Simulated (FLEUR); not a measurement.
**Energy of Ti along an even scaling of the cell**

System: Ti (P6/mmm, 3 atoms in the cell).
Method: Kohn-Sham DFT of a periodic cell, LDA, all-electron, no spin polarisation (FLEUR MaX-R8.1 (later development tree)).

The 5 runs differ only in the geometry, by an even scaling of the cell at fixed fractional positions. The structure derives from a Materials Project entry.

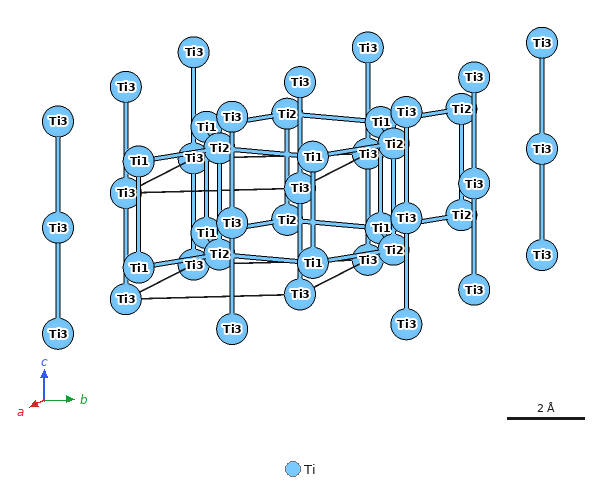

Figure 1. The structure of run 3 (ball-and-stick view of the cell of the calculation, repeated 2 × 2 × 2, seen slightly off an axis; atoms are numbered from 1 in the order of the input). An atom can appear more than once, as a periodic image.

**Input of run 3**
```
<?xml version="1.0" encoding="UTF-8" standalone="no"?>
<fleurInput fleurInputVersion="0.39">
   <comment>
      Ti                                                                                                  
   </comment>
   <calculationSetup>
      <cutoffs Kmax="4.38" Gmax="13.6" GmaxXC="13.6" numbands="0"/>
      <scfLoop itmax="60" minDistance="0.00001" maxIterBroyd="15" imix="Anderson" alpha="0.05" precondParam="0.0" spinf="2.0" sdNocoIR="T"/>
      <coreElectrons ctail="T" frcor="F" kcrel="0" coretail_lmax="0"/>
      <xcFunctional name="vwn" relativisticCorrections="F"/>
      <magnetism jspins="1"/>
      <soc l_soc="F" theta="0.0" phi="0.0" spav="F"/>
      <expertModes spex="0" secvar="F"/>
      <geometryOptimization l_f="F" forcealpha="1.0" forcemix="BFGS" epsdisp="0.00001" epsforce="0.00001"/>
      <ldaU l_linMix="F" mixParam="0.05" spinf="1.0"/>
   </calculationSetup>
   <cell>
      <bzIntegration valenceElectrons="36.0" mode="hist" fermiSmearingEnergy="0.00183747">
         <kPointListSelection listName="default-1"/>
         <!-- k-points included here -->
         <xi:include xmlns:xi="http://www.w3.org/2001/XInclude" href="kpts.xml"> </xi:include>
      </bzIntegration>
      <!-- symmetry operations included here -->
      <xi:include xmlns:xi="http://www.w3.org/2001/XInclude" href="sym.xml"> </xi:include>
      <bulkLattice scale="1.0000000000">
         <bravaisMatrix>
            <row-1>    8.6310875382253194     0.0000000000000000     0.0000000000000000</row-1>
            <row-2>   -4.3155437691126597     7.4747410703805031     0.0000000000000000</row-2>
            <row-3>    0.0000000000000000     0.0000000000000000     5.3408276315200558</row-3>
         </bravaisMatrix>
      </bulkLattice>
   </cell>
   <atomSpecies>
      <species name="Titanium (Ti)" element="Ti" atomicNumber="22">
         <mtSphere radius="2.24" gridPoints="763" logIncrement="0.016"/>
         <atomicCutoffs lmax="9" lnonsphr="9"/>
         <electronConfig flipSpins="F">
            <coreConfig>(1s1/2) (2s1/2) (2p1/2) (2p3/2)</coreConfig>
            <valenceConfig>(3s1/2) (3p1/2) (3p3/2) (4s1/2) (3d3/2) (3d5/2)</valenceConfig>
            <stateOccupation state="(3d3/2)" spinUp="0.400000" spinDown="0.400000"/>
            <stateOccupation state="(3d5/2)" spinUp="0.600000" spinDown="0.600000"/>
         </electronConfig>
         <energyParameters s="4" p="4" d="3" f="4"/>
         <lo type="SCLO" l="0" n="3" eDeriv="0"/>
         <lo type="SCLO" l="1" n="3" eDeriv="0"/>
         <lo type="SCLO" l="1" n="3" eDeriv="1"/>
         <lo type="SCLO" l="2" n="3" eDeriv="2"/>
         <lo type="SCLO" l="3" n="4" eDeriv="2"/>
      </species>
   </atomSpecies>
   <atomGroups>
      <atomGroup species="Titanium (Ti)">
         <relPos label="                   1">-1.000/3.000 1.000/3.000 1.000/2.000</relPos>
         <relPos label="                   2">1.000/3.000 -1.000/3.000 1.000/2.000</relPos>
         <force calculate="T" relaxXYZ="TTT"/>
      </atomGroup>
      <atomGroup species="Titanium (Ti)">
         <relPos label="                   3">.0000000000 .0000000000 .0000000000</relPos>
         <force calculate="T" relaxXYZ="TTT"/>
      </atomGroup>
   </atomGroups>
   <output dos="F" band="F" slice="F">
      <checks vchk="F" cdinf="F"/>
      <bandDOS minEnergy="-.5*Htr" maxEnergy="0.5*Htr" sigma="0.015" storeEVData="T"/>
      <vacuumDOS vacdos="F" integ="F" star="F" nstars="0" locx1="0.0" locy1="0.0" locx2="0.0" locy2="0.0" nstm="0" tworkf="0.0"/>
      <unfoldingBand unfoldBand="F" supercellX="1" supercellY="1" supercellZ="1"/>
      <plotting iplot="0" polar="F">
         <plot TwoD="T" vec1="  1.0  0.0  0.0" vec2="  0.0  1.0  0.0" vec3="  0.0  0.0  1.0" zero="  0.0  0.0  0.0" file="plot"/>
      </plotting>
      <chargeDensitySlicing numkpt="0" minEigenval="0.0" maxEigenval="0.0" nnne="0" pallst="F"/>
      <specialOutput eonly="F"/>
      <moessbauerParams electricFieldGradient="T" isomerShift="T" coreHyperfine="T" valenceHyperfine="T"/>
      <magneticCircularDichroism mcd="F" energyLo="-10.0" energyUp="0.0"/>
   </output>
  <!-- We include the file relax.xml here to enable relaxations (see documentation) -->
  <xi:include xmlns:xi="http://www.w3.org/2001/XInclude" href="relax.xml"> <xi:fallback/> </xi:include>
</fleurInput>
```

Command:
```bash
inpgen -f crystal.txt -profile fastHighL; fleur_MPI
```

Run 4 has the same physical settings and fractional positions; its lattice vectors (Å) are:
```
   4.627479    0.000000    0.000000
  -2.313739    4.007514    0.000000
   0.000000    0.000000    2.863436
```

**Results, with one run withheld**

```tsv
run	volume per atom (Å³)	free energy per atom, from the lowest run given (meV)
1	15.999	0.00
2	16.339	5.48
3	17.020	31.19
4	17.701	?
5	18.041	100.16
```

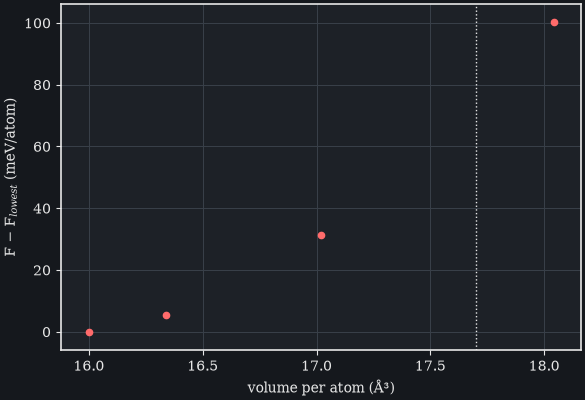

Figure 2. Free energy per atom of the runs given; the dotted line marks run 4.

Fit the runs given and predict run 4.

A quadratic polynomial in V^(−2/3) (the Birch–Murnaghan form), fitted to the 4 runs given, misses them by at most 0.04 meV per atom. With x = V^(−2/3) − 0.15233 Å⁻², it reads F = 21.743 − 7218.3 x + 5.8348e+05 x² (meV per atom). At run 4 it gives 73.71 meV per atom, and the run itself gives 73.63. The fit has no minimum inside this range.

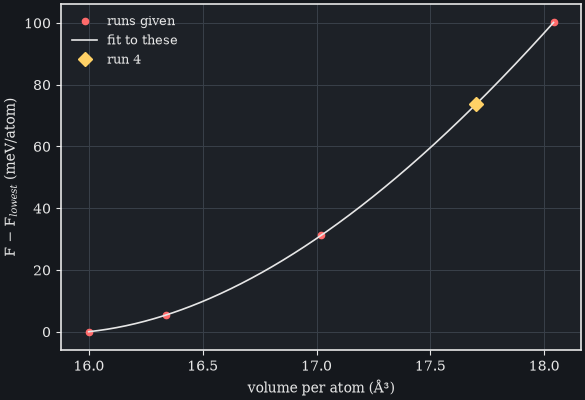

Figure 3. The fit and the withheld run.

**Output (run 4)**
```
Welcome to FLEUR        (www.flapw.de)
      MaX-Release 8.1          (www.max-centre.eu)

 ========== k-point set info ==========
 Selected k-point list: default-1
 k-point list type: mesh
 7 x 7 x 9
 Number of k points: 40

 ------------Calculation Setup---------------------------
 Number of MPI-tasks      :            1
 Number of PE/node        :            1
 Number of OMP-threads    :            1
 Most efficient MPI parallelization for:
           1           2           4           5           8          10          20          40
 Additional eigenvalue parallelization possible
 Number of basis functions:          621
 Approximate size of matrices (H+S) per k-point:         0.006 GB
 --------------------------------------------------------

 Iteration:     1   Distance:       8.13845308 me/bohr^3

 Iteration:     2   Distance:       6.86214893 me/bohr^3

 Iteration:     3   Distance:       4.63799123 me/bohr^3

 Iteration:     4   Distance:       2.69156451 me/bohr^3

 Iteration:     5   Distance:       2.24856675 me/bohr^3

 Iteration:     6   Distance:       0.84518587 me/bohr^3

 Iteration:     7   Distance:       1.02195073 me/bohr^3

 Iteration:     8   Distance:       0.55633153 me/bohr^3

 Iteration:     9   Distance:       0.12194439 me/bohr^3

 Iteration:    10   Distance:       0.01953959 me/bohr^3

 Iteration:    11   Distance:       0.01323571 me/bohr^3

 Iteration:    12   Distance:       0.00624535 me/bohr^3

 Iteration:    13   Distance:       0.00310190 me/bohr^3

 Iteration:    14   Distance:       0.00029935 me/bohr^3

 Iteration:    15   Distance:       0.00036175 me/bohr^3

 Iteration:    16   Distance:       0.00019557 me/bohr^3

 Iteration:    17   Distance:       0.00015675 me/bohr^3

 Iteration:    18   Distance:       0.00005939 me/bohr^3

 Iteration:    19   Distance:       0.00001412 me/bohr^3

 Iteration:    20   Distance:       0.00000183 me/bohr^3

 ********************************************************************
 Run finished successfully
 Stop message:
   all done
 ********************************************************************
```
